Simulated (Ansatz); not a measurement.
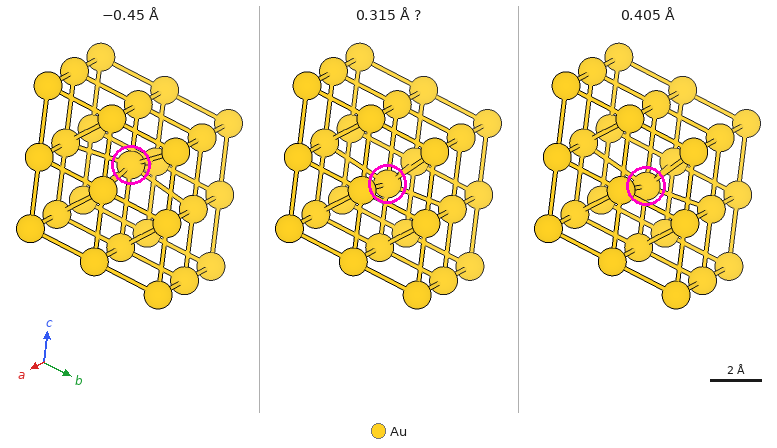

A scan of a crystal of Au (Im-3m): an Au atom (one in each cell of 8 atoms) is moved towards the nearest copy of atom 2 (Au) at 2.870 Å, all else fixed. Style: ball-and-stick. Shown: the cell of the calculation, slightly off an axis. The ringed atoms are those of the scanned coordinate.

All numbers below come from Ansatz, DFT PBEsol, scalar-relativistic, plane waves, PAW. Settings: plane-wave cutoff 420 eV; k-point mesh 10 × 10 × 10; occupations gaussian; smearing width 0.15 eV; no spin polarisation. Energies (free energies at the smearing named) are counted from the cell as listed in its source, which wasn't relaxed.

| displacement (Å) | energy change (meV/cell) |
| --- | --- |
| −0.450 | 706 |
| −0.270 | 209 |
| −0.090 | 21 |
| 0.000 | 0 |
| 0.135 | 48 |
| 0.180 | 87 |
| 0.225 | 140 |
| 0.315 | ? |
| 0.360 | 405 |
| 0.405 | 540 |

### Estimate the missing energy from the other rows, and compare with the calculation.

A straight line between the two neighbours gives 317 meV/cell. A cubic through the four nearest rows (0.180, 0.225, 0.360, 0.405) gives, with Lagrange weights, (−0.2000)(87) + (0.5000)(140) + (1.0000)(405) + (−0.3000)(540) = 296 meV/cell. The calculation gives 296 meV/cell, so the cubic is right to the digits shown and the straight line 21 meV/cell too high, as the curve bends upwards here.

The whole profile:

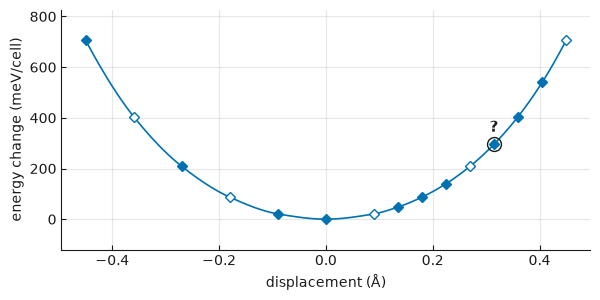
